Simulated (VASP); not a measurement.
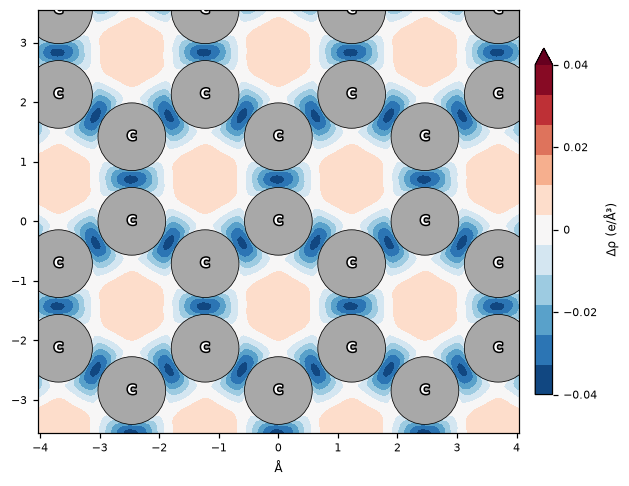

C. Difference of the valence pseudo-densities of two functionals at the same geometry, on the (001) plane of the calculation cell: one of LDA and r2SCAN less the other.

Both computed with VASP (plane waves, PAW), on the same k-point mesh. Grey discs cover the atomic cores.

Which was subtracted from which, and what does the map show?

Answer. It is LDA less r2SCAN. Against r2SCAN, LDA gives less density around C (−0.013 e/Å³ on average at 0.8 Å from the nucleus) and a change of −0.036 e/Å³ at the midpoint of C–C.
